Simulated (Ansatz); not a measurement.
Cd4Se

The calculation's input:

```
crystal:
  lattice:
    - [4.3788752411, 0.0, 0.0]
    - [0.0, 4.3788752411, 0.0]
    - [0.0, 0.0, 14.0750042352]
  atoms:
    - { symbol: Cd, position: [0.0, 0.0, 0.0] }
    - { symbol: Cd, position: [0.5, 0.5, 0.0] }
    - { symbol: Cd, position: [0.0, 0.5, 0.5212268491] }
    - { symbol: Cd, position: [0.5, 0.0, 0.4787731509] }
    - { symbol: Cd, position: [0.0, 0.0, 0.3174648835] }
    - { symbol: Cd, position: [0.5, 0.5, 0.3174648835] }
    - { symbol: Cd, position: [0.5, 0.5, 0.6825351165] }
    - { symbol: Cd, position: [0.0, 0.0, 0.6825351165] }
    - { symbol: Se, position: [0.0, 0.5, 0.1223291121] }
    - { symbol: Se, position: [0.5, 0.0, 0.8776708879] }
basis:
  ecutwfc: 420
kpoints:
  mp_grid: { grid: [8, 8, 4] }
hamiltonian:
  xc: pbe
scf:
  occupations: { method: gaussian, width: 0.1 }
output:
  forces: true
  stress: true
  eigenvalues: true
  write_density: true
  write_potential: true
  elf: true
  volumetric_format: npy
relax:
  adjacent_minimum: "off"
  f_tol: 0.01
  max_steps: 80
  cell: { stress_tol: 0.05 }
```

Launched as:

```sh
ansatz run input.yaml --threads 1 --pin off --max-ram 2560MiB --backend cpu --events-out ev --progress --plain --runs-dir out
```

Below, planes, directions and counts refer to the conventional cell (a = 4.45 Å, b = 4.45 Å, c = 14.00 Å, α = 90.00°, β = 90.00°, γ = 90.00°).

The fields are those of the run's last geometry, not of the input's.

Space group P4/nmm; a generated structure, not necessarily the stable one.

The calculation used Ansatz 0.2.0, DFT PBE, scalar-relativistic, plane waves, PAW.

> What will maps of the valence pseudo-density and electron localisation function show?

Cd–Se (2.76 Å): ρ is about 0.31 e/Å³ halfway; the ELF is about 0.35 at the midpoint and 0.15 at its lowest between the atoms.

> Does the calculation make it a metal, or give it a gap?

It is metallic or semimetallic at this level of theory: no gap opens.

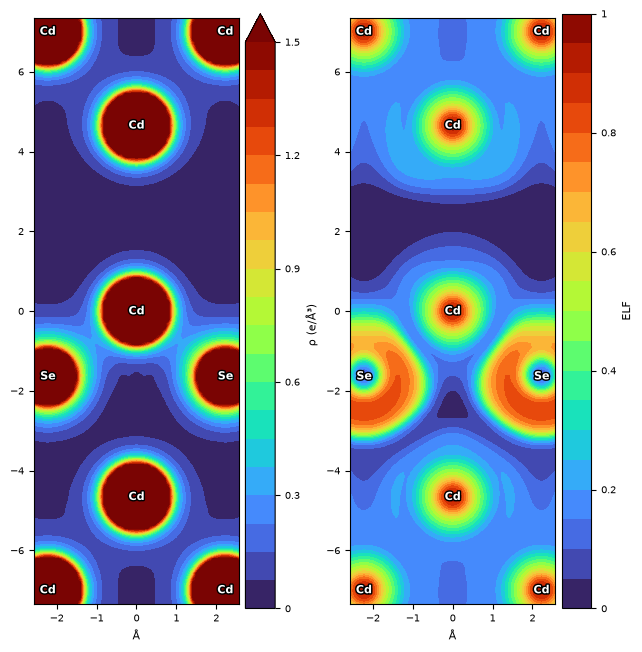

Computed valence pseudo-density and electron localisation function on the (010) plane of the conventional cell, in this order. 

Core electrons are frozen (PAW), and the valence fields are smoothed inside the atomic spheres.
